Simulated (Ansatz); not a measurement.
**CdGeAs2: density, localisation and related maps**

```xyz
4
Lattice="4.0794 0.0000 0.0000 0.0000 4.0794 0.0000 0.0000 0.0000 6.0402" Properties=species:S:1:pos:R:3 pbc="T T T"
Cd    0.0000    0.0000    0.0000
As    0.0000    2.0397    1.5984
Ge    2.0397    2.0397    3.0201
As    2.0397    0.0000    4.4417
```

Space group P-4m2; started from the II-IV-V2 ordering on zincblende lattice prototype, which need not be the ambient phase.

Level of theory: DFT, PBEsol, plane waves, PAW in Ansatz.

The density is the valence pseudo-density of a PAW calculation; it isn't the true density close to the nuclei.

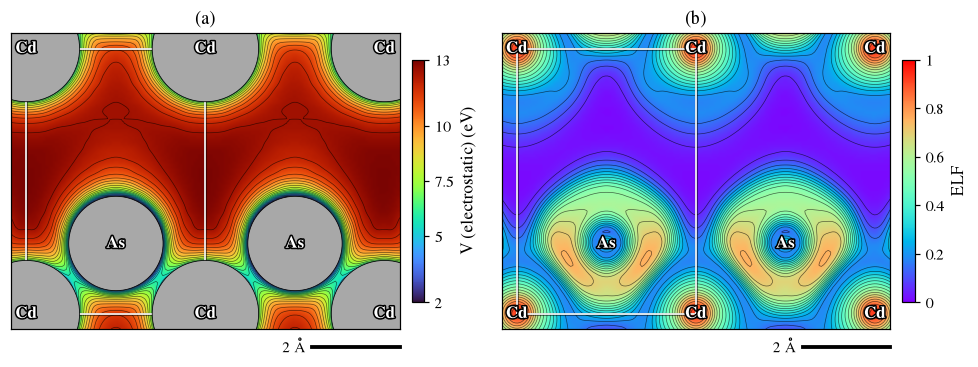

Figure 1. (a) electrostatic potential energy of an electron; (b) electron localisation function on the (100) plane of the conventional cell. Grey discs cover the atomic cores in the potential map.

Question: Interpret the plot.

Answer: Atoms in the plane: Cd and As. Cd–As (2.59 Å): the ELF is about 0.40 at the midpoint. The features right at Cd lie inside the PAW spheres, where the map follows smoothed inner orbitals and isn't to be read closely. Outside the cores the potential energy rises away from the atoms and is highest about 2.4 Å from the nearest atoms; its zero is arbitrary.

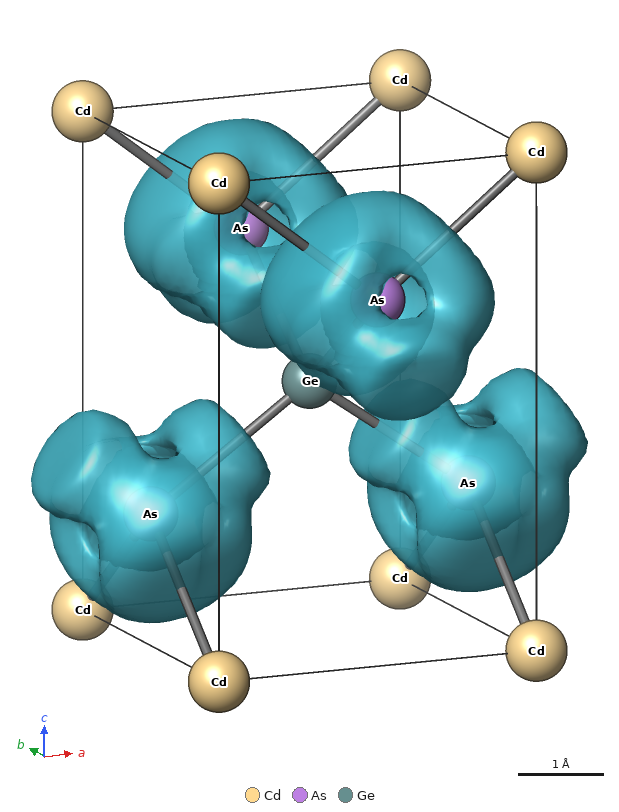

Figure 2. Isosurface of the ELF at 0.6 (cyan), seen slightly off an axis. Core shells and regions of very low density are left out. Sticks mark near contacts.

Question: Where are the electrons localised?

Answer: The ELF exceeds this value in two regions on As in which the atom's valence shell and bonds are merged, counted in one cell of 4 atoms. Regions shared between cells count once. Along the contacts the grid gives the following. Ge–As (2.49 Å): the ELF peaks at about 0.75 between the atoms; a covalent bond.
